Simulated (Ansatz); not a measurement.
Consider TiO2 (slab).

```cif
data_structure
_symmetry_space_group_name_H-M 'P 1'
_symmetry_Int_Tables_number 1
_cell_length_a 3.7779
_cell_length_b 3.7779
_cell_length_c 25.4023
_cell_angle_alpha 90.000
_cell_angle_beta 90.000
_cell_angle_gamma 90.000
_cell_volume 362.56
loop_
_atom_site_label
_atom_site_type_symbol
_atom_site_fract_x
_atom_site_fract_y
_atom_site_fract_z
_atom_site_occupancy
O1 O 0.50000 0.00000 0.29459 1
Ti1 Ti 0.50000 0.50000 0.31366 1
O2 O 0.00000 0.50000 0.32827 1
O3 O 0.50000 0.50000 0.38930 1
Ti2 Ti 0.00000 0.50000 0.40537 1
O4 O 0.00000 0.00000 0.42185 1
O5 O 0.00000 0.50000 0.48379 1
Ti3 Ti 0.00000 0.00000 0.50000 1
O6 O 0.50000 0.00000 0.51621 1
O7 O 0.00000 0.00000 0.57815 1
Ti4 Ti 0.50000 0.00000 0.59463 1
O8 O 0.50000 0.50000 0.61070 1
O9 O 0.50000 0.00000 0.67173 1
Ti5 Ti 0.50000 0.50000 0.68634 1
O10 O 0.00000 0.50000 0.70541 1
```

Computed without spin polarisation.

The calculation used DFT r2SCAN, scalar-relativistic, plane waves, PAW (Ansatz).

Q: Predict the valence pseudo-density and electron localisation function between the atoms.

A: Ti–O (1.96 Å): ρ is about 0.71 e/Å³ halfway; the ELF peaks at about 0.80 in the valence shell of O, 0.6 Å from its nucleus, and is about 0.20 at the midpoint; no shared electron pair shows on this line.

Q: Does the calculation make it a metal, or give it a gap?

A: It is gapped, with a Kohn–Sham gap of 1.8 eV on the k-point mesh (the band edges may lie off the mesh, which would make the gap smaller).

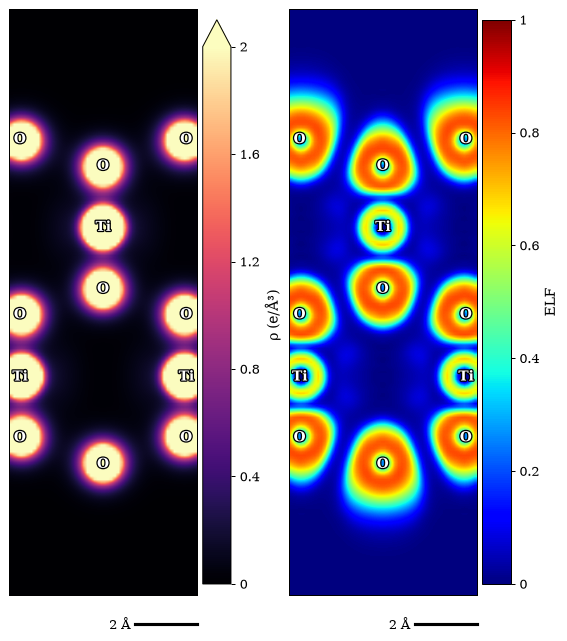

Computed valence pseudo-density and electron localisation function on the (110) plane of the calculation cell, a cut from vacuum to vacuum, in this order. 

The density is the valence pseudo-density of a PAW calculation; it isn't the true density close to the nuclei.
